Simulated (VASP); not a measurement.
# SiC: GW quasiparticle gap

How does the gap of SiC change from the starting functional to GW? The cell is of the wurtzite type, one of the forms listed for this formula. The start is a computed cell from the Materials Project.

Calculated with VASP 6.6.1; PBE; plane waves and PAW (Si_GW, C_GW), in the first sound run; inputs show where later runs differ.

### 1. Starting point

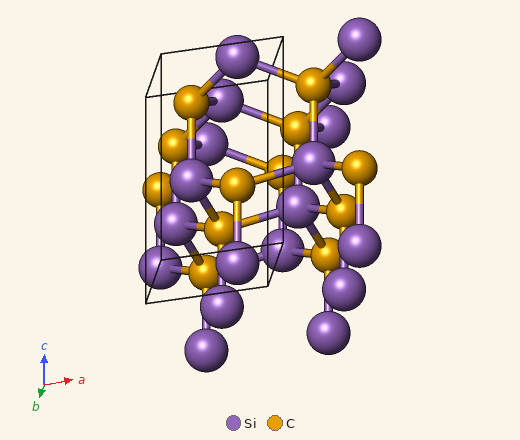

Start, viewed from a free direction; silicon purple, carbon orange. 2×3×1 cells are drawn. Some periodic images of atoms are drawn too.

Structure file:

```
Si C
1.0
     3.07351    0.00000    0.00000
    -1.53676    2.66174    0.00000
     0.00000    0.00000    5.04525
Si C
2 2
Direct
  0.33333 0.66667 0.49960
  0.66667 0.33333 0.99960
  0.33333 0.66667 0.87540
  0.66667 0.33333 0.37540
```

### 2. Empty bands, functional PBE

ALGO = Exact makes the empty bands from the converged ground state in one step. LOPTICS writes the k-derivatives of the orbitals (WAVEDER), which give the long-wavelength limit of the screening.

File INCAR:

```
SYSTEM = SiC
PREC = Accurate
ENCUT = 440
ISMEAR = 0
SIGMA = 0.01
LREAL = .FALSE.
GGA = PE
NBANDS = 272
ALGO = Exact
NELM = 1
LWAVE = .TRUE.
LCHARG = .FALSE.
LOPTICS = .TRUE.
NEDOS = 1000
CSHIFT = 0.1
```

File POSCAR:

```
SiC
1.0
    3.0735139282      0.0000000000      0.0000000000
   -1.5367569641      2.6617411407      0.0000000000
    0.0000000000      0.0000000000      5.0452477100
Si C
2 2
Direct
    0.3333333300      0.6666666700      0.4996024000
    0.6666666700      0.3333333300      0.9996024000
    0.3333333300      0.6666666700      0.8753976000
    0.6666666700      0.3333333300      0.3753976000
```

File KPOINTS:

```
Automatic mesh
0
Gamma
6 6 4
0 0 0
```

The projector-augmented-wave data sets are Si_GW and C_GW (PBE family, release 64).

On the command line:

```sh
> mpirun -np 8 vasp_std
```

Output:

```text
[banner, memory and clock lines left out]
running    8 mpi-ranks, on    1 nodes
 distrk:  each k-point on    8 cores,    1 groups
 distr:  one band on    1 cores,    8 groups

 POSCAR found type information on POSCAR SiC
 POSCAR found :  2 types and       4 ions
|                                                                             |
|           W    W    AA    RRRRR   N    N  II  N    N   GGGG   !!!           |
|           W    W   A  A   R    R  NN   N  II  NN   N  G    G  !!!           |
|           W    W  A    A  R    R  N N  N  II  N N  N  G       !!!           |
|           W WW W  AAAAAA  RRRRR   N  N N  II  N  N N  G  GGG   !            |
|           WW  WW  A    A  R   R   N   NN  II  N   NN  G    G                |
|           W    W  A    A  R    R  N    N  II  N    N   GGGG   !!!           |
|                                                                             |
|     For optimal performance we recommend to set                             |
|       NCORE = 2 up to number-of-cores-per-socket                            |
|     NCORE specifies how many cores store one orbital (NPAR=cpu/NCORE).      |
|     This setting can greatly improve the performance of VASP for DFT.       |
|     The default, NCORE=1 might be grossly inefficient on modern             |
|     multi-core architectures or massively parallel machines. Do your        |
|     Unfortunately you need to use the default for GW and RPA                |
|     calculations (for HF NCORE is supported but not extensively tested      |
|     yet).                                                                   |
|                                                                             |

 LDA part: xc-table for (Slater+PW92), standard interpolation
 found WAVECAR, reading the header
  number of bands has changed, file:    14 present:   272
  trying to continue reading WAVECAR, but it might fail
 POSCAR, INCAR and KPOINTS ok, starting setup
 FFT: planning ... GRIDC
 FFT: planning ... GRID_SOFT
 FFT: planning ... GRID
 reading WAVECAR
 random initialization beyond band           14
 the WAVECAR file was read successfully
 initial charge from wavefunction
 entering main loop
       N       E                     dE             d eps       ncg     rms          rms(c)
DIA:   1    -0.300627754583E+02   -0.30063E+02    0.00000E+00     0   0.000E+00
   1 F= -.30062775E+02 E0= -.30062775E+02  d E =-.770122E-42
 writing wavefunctions
 optical routines
 imaginary and real dielectric function
 recalculating local potential from charge density
 direction            1
 direction            2
 direction            3
```

It took 11 s on 8 MPI ranks of AMD EPYC 7R43, shared host; peak memory 1.1 GiB; 66 s of CPU time.

The logs omit lines about the potential files and the build; timing stands in the text.

From OUTCAR (step 2):

```text
ion  position               nearest neighbor table
   1  0.333  0.667  0.500-   4 1.88   4 1.88   4 1.88   3 1.90   2 3.08   2 3.08   2 3.08   2 3.08
                             2 3.08   2 3.08
   2  0.667  0.333  1.000-   3 1.88   3 1.88   3 1.88   4 1.90   1 3.08   1 3.08   1 3.08   1 3.08
                             1 3.08   1 3.08
   3  0.333  0.667  0.875-   2 1.88   2 1.88   2 1.88   1 1.90
   4  0.667  0.333  0.375-   1 1.88   1 1.88   1 1.88   2 1.90

  LATTYP: Found a hexagonal cell.
 ALAT       =     3.0735139282
 C/A-ratio  =     1.6415242709

 Subroutine GETGRP returns: Found 12 space group operations
 (whereof  6 operations were pure point group operations)

The static configuration has the point symmetry C_3v.
 The point group associated with its full space group is C_6v.

 Found     21 irreducible k-points:

   k-points           NKPTS =     21   k-points in BZ     NKDIM =     21   number of bands    NBANDS=    272

   dimension x,y,z NGX =    24 NGY =   24 NGZ =   36
   dimension x,y,z NGXF=    48 NGYF=   48 NGZF=   72

   ENCUT  =  440.0 eV  32.34 Ry    5.69 a.u.   5.26  5.26  8.63*2*pi/ulx,y,z

   NELECT =      16.0000    total number of electrons

 k-points in reciprocal lattice and weights: Automatic mesh
   0.00000000  0.00000000  0.00000000       0.007
   0.16666667  0.00000000  0.00000000       0.042
   0.33333333 -0.00000000  0.00000000       0.042
   0.50000000  0.00000000  0.00000000       0.021
   0.16666667  0.16666667  0.00000000       0.042
   0.33333333  0.16666667  0.00000000       0.083
   0.33333333  0.33333333  0.00000000       0.014
   0.00000000  0.00000000  0.25000000       0.014
   0.16666667  0.00000000  0.25000000       0.083
[...]
0.33333333  0.16666667  0.50000000       0.083
   0.33333333  0.33333333  0.50000000       0.014

 average (electrostatic) potential at core
       1 -64.1400       2 -64.1400       3 -45.0749       4 -45.0749

 E-fermi :   8.0470

 k-point     1 :       0.0000    0.0000    0.0000
  band No.  band energies     occupation
    ...
      4       6.6342      2.00000
      5       6.6342      2.00000
      6       7.8386      2.00000
      7       7.9535      2.00000
      8       7.9535      2.00000
      9      12.7678      0.00000
     10      14.1719      0.00000
     11      14.6254      0.00000
     12      14.6254      0.00000
     13      15.7083      0.00000
    ...

 k-point     2 :       0.1667    0.0000    0.0000
  band No.  band energies     occupation
    ...
      4       4.4567      2.00000
      5       5.9442      2.00000
      6       6.3734      2.00000
      7       7.4786      2.00000
      8       7.6659      2.00000
      9      12.8324      0.00000
     10      14.7248      0.00000
     11      15.0681      0.00000
     12      15.2719      0.00000
     13      15.4125      0.00000
    ...

 k-point     3 :       0.3333   -0.0000    0.0000
  band No.  band energies     occupation
    ...
      4       1.7184      2.00000
      5       3.5751      2.00000
      6       4.9954      2.00000
      7       6.1122      2.00000
      8       7.0413      2.00000
      9      11.3225      0.00000
     10      12.8526      0.00000
     11      15.1580      0.00000
     12      15.4019      0.00000
     13      16.4756      0.00000
    ...

  Total        0.7472419      0.7472419      0.6553808      0.0000000      0.0000000      0.0000000
  in kB       29.0060322     29.0060322     25.4402182      0.0000000      0.0000000      0.0000000
  external PRESSURE =      27.8174275 kB  Pullay stress =       0.0000000 kB

  energy-cutoff  :      440.00
  volume of cell :       41.27
      direct lattice vectors                 reciprocal lattice vectors
     3.073513928  0.000000000  0.000000000     0.325360491  0.187846967  0.000000000
    -1.536756964  2.661741141  0.000000000     0.000000000  0.375693934  0.000000000
     0.000000000  0.000000000  5.045247710     0.000000000  0.000000000  0.198206324

 POSITION                                       TOTAL-FORCE (eV/Angst)
 -----------------------------------------------------------------------------------
     -0.00000      1.77449      2.52062        -0.000000     -0.000000     -0.004300
      1.53676      0.88725      5.04324         0.000000      0.000000     -0.004300
     -0.00000      1.77449      4.41660         0.000000     -0.000000      0.004300
      1.53676      0.88725      1.89397        -0.000000      0.000000      0.004300
 -----------------------------------------------------------------------------------
    total drift:                                0.000001     -0.000000     -0.000189

  FREE ENERGIE OF THE ION-ELECTRON SYSTEM (eV)
  ---------------------------------------------------
  free  energy   TOTEN  =       -30.0627754583 eV

  energy  without entropy=      -30.0627754583  energy(sigma->0) =      -30.06277546

 plasma frequency squared (from intraband transitions) (eV^2)
  --------------------------------------------------------------------------------------
       0.000       0.000       0.000
      -0.000       0.000       0.000
       0.000       0.000       0.000

[... 3 further parts left out ...]
```

WAVECAR now holds 272 bands for 16 electrons. Its independent-particle dielectric tensor has xx, yy, zz = 7.6, 7.6, 7.4 on this mesh, which isn't tested for convergence in mesh or bands and lacks local fields.

(Part 1 of 6 ends here.)

[Lines on the potential files, build, host, timing and source positions are cut from VASP's logs without a mark.]

[Logs are printed without paths, hosts, clocks, repeated set-up lines and the standing remarks that a program may print on its own settings, such as how far it seeks lower states.]

[Hosts, paths, dates, database ids (printed as entryN), source tags and the programs' standing remarks are cut or masked in the printed files.]

[Pressures printed for these runs are not shown converged in the cutoff: they can be off by several GPa and have the wrong sign.]
